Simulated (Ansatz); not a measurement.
# Li5SbCl2 (built on the sites of a database entry of Li5NCl2): the cell at rest, part 2 of 2

Task: relax Li5SbCl2 (built on the sites of a database entry of Li5NCl2) tightly.

Ansatz 0.2.0; DFT PBEsol, scalar-relativistic, plane waves, PAW.

So far. Step 2 (A coarse first look): The coarse mesh shows a gap of 0.36 eV and a pressure of 24.1 GPa.

The structure was built from a prototype and need not be the compound's stable phase.

### Step 4. Relaxation (continued)

Relaxation path:

| step | energy less that of the first step (eV) | largest force component (eV/Å) | pressure (GPa) | volume (Å³) |
| --- | --- | --- | --- | --- |
| 1 | 0.0000 | 0.0211 | 0.21 | 162.48 |
| 2 | -0.0032 | 0.0402 | -0.07 | 163.73 |
| 3 | -0.0054 | 0.0103 | -0.10 | 163.49 |
| 4 | -0.0068 | 0.0288 | -0.04 | 162.68 |
| 5 | -0.0073 | 0.0237 | -0.05 | 162.06 |
| 6 | -0.0077 | 0.0036 | -0.01 | 161.63 |
| 7 | -0.0078 | 0.0023 | 0.00 | 161.38 |
| 8 | -0.0078 | 0.0010 | 0.00 | 161.22 |
| 9* | -0.0077 | 0.0010 | 0.00 | 161.22 |

Relaxation steps marked * repeat the geometry before them on a plane-wave basis chosen anew for their cell, so energy and pressure can jump there.

Forces are held to the 12 operations that the run works with; a distortion that breaks them can't arise in this run.

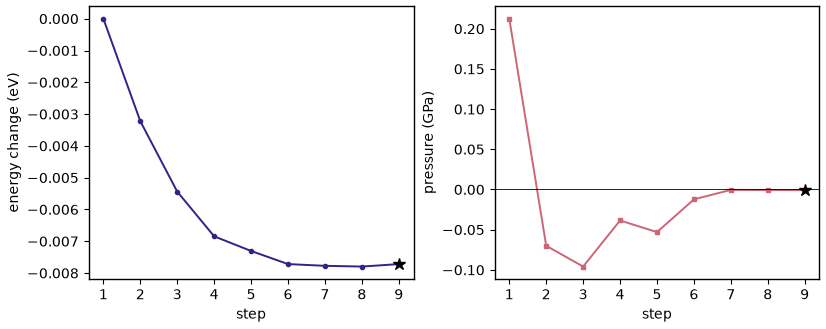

Energy and pressure along the relaxation. Stars mark steps on a basis chosen anew.

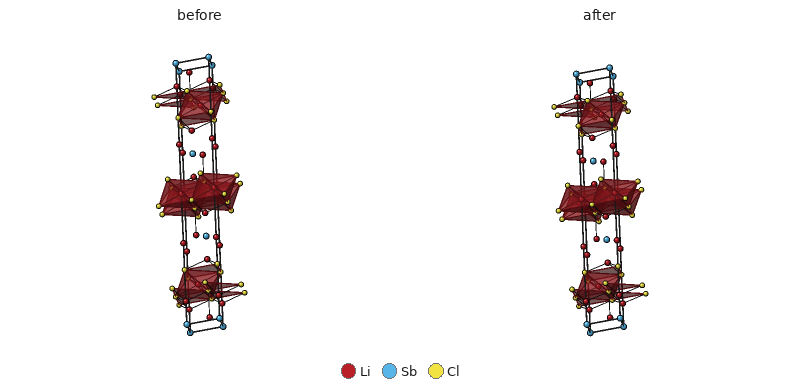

The structure before and after the relaxation, drawn at the same scale.

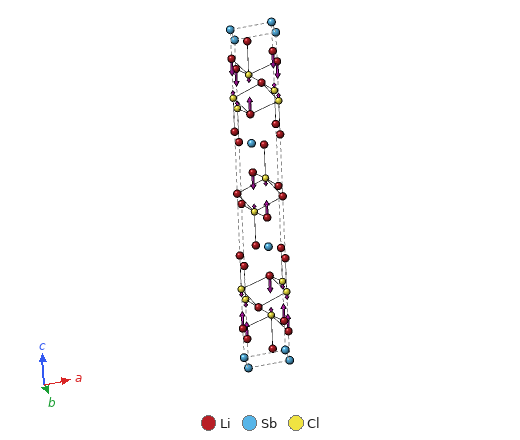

Displacements in the relaxation, exaggerated, measured against the changing cell; the longest in the cell stands for 0.10 Å. Bonds to atoms that aren't drawn are left out. Some periodic images of atoms are drawn too.

| conventional cell, symmetrised | before | after | change |
| --- | --- | --- | --- |
| a (Å) | 4.385 | 4.461 | +1.7 % |
| b (Å) | 4.385 | 4.461 | +1.7 % |
| c (Å) | 29.276 | 28.067 | -4.1 % |
| volume (Å³/atom) | 20.31 | 20.15 | -0.8 % |

The atoms that moved most (Å, as changes of fractional coordinates times the final cell):

| atom | dx | dy | dz | length |
| --- | --- | --- | --- | --- |
| Li3 | 0.000 | 0.000 | 0.102 | 0.102 |
| Li2 | 0.000 | 0.000 | -0.102 | 0.102 |
| Cl8 | 0.000 | 0.000 | 0.037 | 0.037 |
| Cl7 | 0.000 | 0.000 | -0.037 | 0.037 |

Numbers from this step:

```yaml
pressure: -7.20e-4 GPa
volume_per_atom: 20.15 Å³
```

In this step the volume went from 20.31 to 20.15 Å³/atom.

### Step 5. Relaxing to small forces for the phonons

Phonons need a cell at rest on their own settings, so the relaxation is repeated with tight tolerances on forces and stress, using the mesh and the filling of the phonon run that follows.

Input file input.yaml:

```yaml
crystal:
  lattice:
    - [2.2304169448, 1.2877318235, 9.3555429343]
    - [-2.2304169448, 1.2877318235, 9.3555429343]
    - [0.0, -2.5754636469, 9.3555429343]
  atoms:
    - { symbol: Li, position: [0.5, 0.5, 0.5] }
    - { symbol: Li, position: [0.9076867747, 0.9076867747, 0.9076867747] }
    - { symbol: Li, position: [0.0923132253, 0.0923132253, 0.0923132253] }
    - { symbol: Li, position: [0.6887433568, 0.6887433568, 0.6887433568] }
    - { symbol: Li, position: [0.3112566432, 0.3112566432, 0.3112566432] }
    - { symbol: Sb, position: [0.0, 0.0, 0.0] }
    - { symbol: Cl, position: [0.2075516071, 0.2075516071, 0.2075516071] }
    - { symbol: Cl, position: [0.7924483929, 0.7924483929, 0.7924483929] }
kpoints:
  mp_grid: { grid: [9, 9, 9] }
hamiltonian:
  xc: pbesol
scf:
  occupations: { method: methfessel_paxton, width: 0.2 }
output:
  forces: true
  stress: true
  eigenvalues: true
relax:
  adjacent_minimum: "off"
  f_tol: 0.001
  max_steps: 60
  cell: { stress_tol: 0.01 }
```

Launch:

```sh
$ ansatz run input.yaml --threads 8 --pin off --max-ram 14336MiB --backend cpu --events-out ev --progress --plain --runs-dir out
```

Numbers of over 12 decimals in the logs are rounded to 6 here.

What it wrote:

```text
[...]
Crystal: 8 atoms, lattice volume = 161.225 Å³
Basis set: ecut = 420 eV, 3163 PW (Γ), FFT grids on a1−a3, a2−a3, a3, exchange–correlation on 60×60×144 points (8 copies of the dense FFT grid, shifted against one another)
Bands: 30, of which v1, the nominal top of the filled ones, is band 22 counted from 1 (21 counted from 0)
Symmetry: 12 space group operations
[...]
atoms:
    - { symbol: Li, position: [0.500000, 0.500000, 0.500000] }
    - { symbol: Li, position: [0.907677, 0.907677, 0.907677] }
    - { symbol: Li, position: [0.092323, 0.092323, 0.092323] }
    - { symbol: Li, position: [0.688707, 0.688707, 0.688707] }
    - { symbol: Li, position: [0.311293, 0.311293, 0.311293] }
    - { symbol: Sb, position: [0, 0, 0] }
    - { symbol: Cl, position: [0.207522, 0.207522, 0.207522] }
    - { symbol: Cl, position: [0.792478, 0.792478, 0.792478] }
[key lines of the parts left out:]
SCF converged after 9 iterations
Free energy (F): -9552.868563 eV
Fermi energy:    4.969339 eV
P = ⅓ Tr σ = 0.0012 GPa (0.012 kbar)
```

Run time: 16 s. Hardware: 8 threads of Arm Neoverse V1, shared host; peak memory 0.83 GiB; 2.1 min of CPU time.

Little changed from the start: no atom moved by 0.005 Å and no cell edge by 0.1 %.

This step gave:

```yaml
pressure: 0.001194 GPa
```

The largest force component left is 0.56 meV/Å and the pressure is 0.001 GPa, within the tolerances set. The cell now holds 20.15 Å³/atom.

### Step 6. What came out

```yaml
space_group_after_relaxation_within_0p01_a: R-3m
lattice_constant_a: 4.461 Å
lattice_constant_b: 4.461 Å
lattice_constant_c: 28.061 Å
volume_per_atom: 20.2 Å³
```

**Reading.** The largest force component left is 0.56 meV/Å and the pressure is 0.001 GPa, within the tolerances set. The cell now holds 20.15 Å³/atom. The relaxation keeps the symmetry of its start, so it says nothing on stability against lower symmetry. Spin-orbit coupling is left out, which can matter for the heavy elements here. The starting cell was built on a prototype and not taken from a measurement, so the phase need not exist.

[Logs are printed without paths, hosts, clocks, repeated set-up lines and the standing remarks that a program may print on its own settings, such as how far it seeks lower states.]

[Hosts, paths, dates, database ids (printed as entryN), source tags and the programs' standing remarks are cut or masked in the printed files.]
